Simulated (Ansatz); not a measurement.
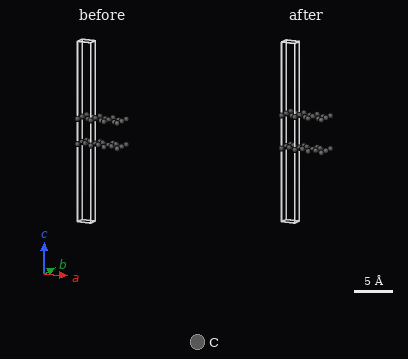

The structure of crystalline C (set up in P-3m1) before (left) and after (right) a relaxation, at one scale.

A ball-and-stick model of the cell of the calculation, repeated 3 × 2 × 1 with one cell outlined, seen slightly off an axis.

Computed with Ansatz 0.2.0, DFT PBE, scalar-relativistic, plane waves, PAW. (plane-wave cutoff 420 eV; k-point mesh 18 × 18 × 2; occupations gaussian; smearing width 0.1 eV; no spin polarisation; cell and atoms relaxed; force threshold 0.005 eV/Å; at most 80 steps)

Q: Summarise the run.

A: The energy falls by 7.1 meV per atom in 7 accepted moves (8 points after the start). The largest force component goes from 0.053 to 0.0025 eV/Å. Pressure: 1.08 GPa at the start and 0.00 GPa at the end. At 1 point the geometry stayed and the basis and grid were re-selected for the new cell (energy shift of 0.1 meV per atom at most each time). The largest moves relative to the cell, 0.51 Å, are those of C atoms. The volume changes by +0.4 %, with a = b 2.456 → 2.467 Å (+0.4 %), c 24.134 → 24.032 Å (−0.4 %). Among the contacts that change: C–C 1.418 → 1.424 Å. The space group stays P-3m1 (No. 164). The run took 57 s on 1 thread of Intel(R) Xeon(R) 6975P-C (Granite Rapids), on a shared host, peak memory 0.46 GiB.

Limits of the set-up: layers or molecules are held without a dispersion correction, so their spacing is unreliable.
